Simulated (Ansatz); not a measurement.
Consider H2Pb6O (slab).

The calculation's input:

```
crystal:
  lattice:
    - [7.0141808633, 0.0, 0.0]
    - [0.0, 7.0141808633, 0.0]
    - [0.0, 0.0, 22.9597748529]
  atoms:
    - { symbol: Pb, position: [0.25, 0.25, 0.3484354726] }
    - { symbol: Pb, position: [0.25, 0.75, 0.3484354726] }
    - { symbol: Pb, position: [0.75, 0.25, 0.3484354726] }
    - { symbol: Pb, position: [0.75, 0.75, 0.3484354726] }
    - { symbol: Pb, position: [0.5, 0.5, 0.4617387607] }
    - { symbol: Pb, position: [0.5, 0.0, 0.4617387607] }
    - { symbol: Pb, position: [0.0, 0.5, 0.4617387607] }
    - { symbol: Pb, position: [0.0, 0.0, 0.4617387607] }
    - { symbol: Pb, position: [0.75, 0.75, 0.5751731886] }
    - { symbol: Pb, position: [0.75, 0.25, 0.5751731886] }
    - { symbol: Pb, position: [0.25, 0.75, 0.5751731886] }
    - { symbol: Pb, position: [0.25, 0.25, 0.5751731886] }
    - { symbol: O, position: [0.25, 0.0, 0.6770905643] }
    - { symbol: H, position: [0.2779905022, -0.1383697196, 0.6770905643] }
    - { symbol: H, position: [0.1090167596, 0.0075651881, 0.6770905643] }
    - { symbol: O, position: [0.75, 0.5, 0.6770905643] }
    - { symbol: H, position: [0.6249634657, 0.5655401601, 0.6770905643] }
    - { symbol: H, position: [0.8447820191, 0.6046416504, 0.6770905643] }
basis:
  ecutwfc: 420
kpoints:
  mp_grid: { grid: [3, 3, 1] }
hamiltonian:
  xc: pbe
  dispersion: d3bj
scf:
  occupations: { method: gaussian, width: 0.1 }
output:
  forces: true
  eigenvalues: true
  write_density: true
  write_potential: true
  elf: true
  volumetric_format: npy
relax:
  adjacent_minimum: "off"
  f_tol: 0.04
  max_steps: 100
  constraints: [{ sites: [0, 1, 2, 3] }]
efield:
  axis: 3
  dipole_correction: true
  ramp_width: 0.04
```

Run with:

```sh
ansatz run input.yaml --threads 4 --pin off --max-ram 10240MiB --backend cpu --events-out ev --progress --plain --runs-dir out
```

The fields are those of the relaxed geometry.

Level of theory: Ansatz, DFT PBE+D3(BJ), scalar-relativistic, plane waves, PAW.

Predict the valence pseudo-density and electron localisation function between the atoms.

Answer. O–H (0.98 Å): ρ at the midpoint is about 3.7 e/Å³; the ELF climbs to about 1 towards the hydrogen, as it does in any bond to H (a covalent bond by its length).

Metal or insulator at this level of theory?

Answer. It is gapless in this calculation (a metal or semimetal).

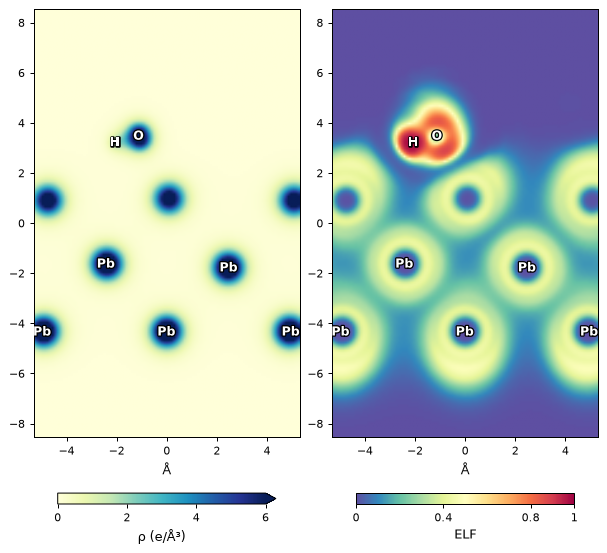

Computed valence pseudo-density and electron localisation function on the (11̄0) plane of the calculation cell, a cut from vacuum to vacuum, in this order. Atoms just off the plane (Pb, 0.3 Å away) can leave unmarked features too.
